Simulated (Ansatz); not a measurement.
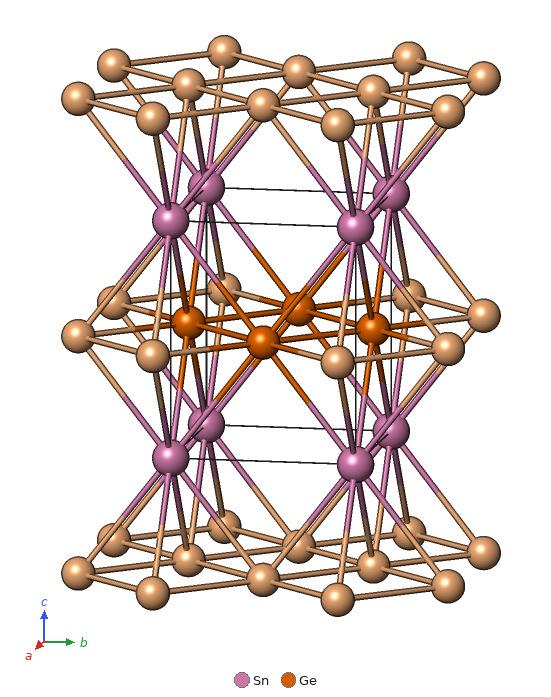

This ball-and-stick model is shown slightly off an axis. Thin lines show the conventional unit cell, with boundary atoms drawn in all their periodic places. Periodic images bonded to atoms of the box are shown as well, in fainter colours. Cell: a = 3.84 Å, b = 3.84 Å, c = 4.93 Å, α = 90.00°, β = 90.00°, γ = 90.00°.

Its origin is a random cell made by a generator, so it need not be a real form of the compound. Earlier steps of the study, as a rule a relaxation of our own, may have changed the cell and positions, so they can lie some per cent off the listed ones. It went into a calculation with Ansatz.

**Summary of the structure:**

It has the composition SnGe$_{2}$. Space group P4/mmm (No. 123), lattice primitive tetragonal. Cell content: 1 Sn, 2 Ge, that is 1 formula unit. By the bonds in the drawing, the coordination numbers are Sn 8 and Ge 8.

All computed values are from Ansatz, DFT PBE, scalar-relativistic, plane waves, PAW. Settings: a basis cut at 420 eV, k-mesh 12×12×12, Gaussian smearing of 0.1 eV, no spin polarisation.

**Metal or not?**

A metal: bands cross the Fermi level.

**Give the Bader charge of each element.**

Sn +0.27 e; Ge -0.14 e.

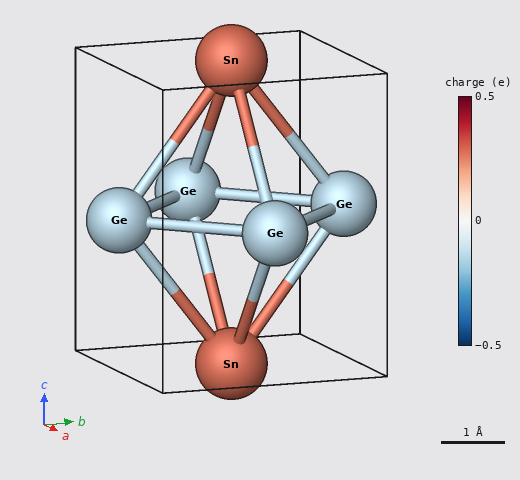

The atoms coloured by those charges. The run's cell of 3 atoms is drawn, so axes and origin can differ from the first picture.

**Do the forces and the stress vanish for this geometry?**

Yes. All forces vanish to within 0.01 eV/Å. The pressure is 0.0 GPa, close to zero.
